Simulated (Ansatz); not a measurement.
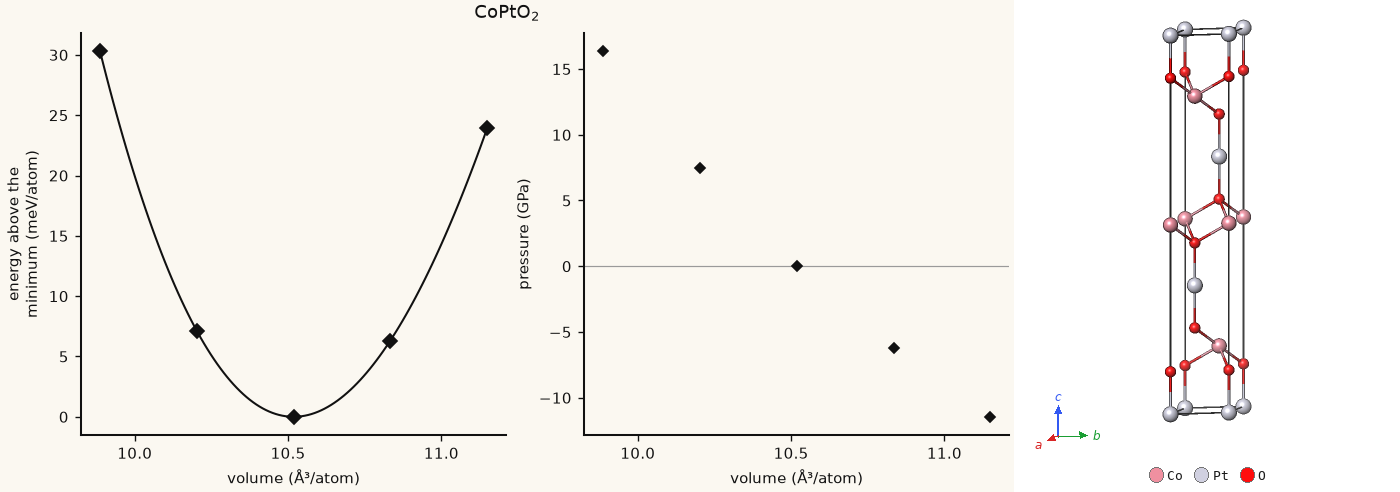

The picture above shows the energy above the minimum and pressure against volume for CoPtO₂, space group R-3m (No. 166). The conventional cell is drawn beside the plot.

Cell as given: a = 6.185 Å, b = 6.185 Å, c = 6.185 Å, α = 26.69°, β = 26.69°, γ = 26.69°; 4 atoms.

How it was computed, with Ansatz 0.2.0: third-order Birch-Murnaghan fit to density functional energies at scaled volumes of the given relaxed cell, shape and atoms relaxed at each volume; energies count from the fitted minimum; plane waves with PAW datasets, Γ-centred k mesh. Level: PBE, no spin polarisation.

wave cutoff 420 eV; k mesh 18×18×18; occupations Gaussian; smearing width 0.1 eV.

Give the fitted equation-of-state parameters.

A third-order Birch–Murnaghan fit gives V0 = 10.52 Å³/atom, B0 = 227 GPa and B′ = 4.9.

Read off the course of the pressure.

It falls from 16.35 GPa at volume 9.887 Å³/atom to −11.45 GPa at 11.149 Å³/atom, and changes sign near 10.52 Å³/atom.

Keep in mind: no spin polarisation, a magnetic state may lie lower.

The computed values:

```
volume (Å³/atom)  energy above the minimum (meV/atom)  pressure (GPa)
           9.887                                 30.3           16.35
          10.203                                  7.1            7.47
          10.518                                  0.0            0.01
          10.834                                  6.3           -6.24
          11.149                                 23.9          -11.45
```
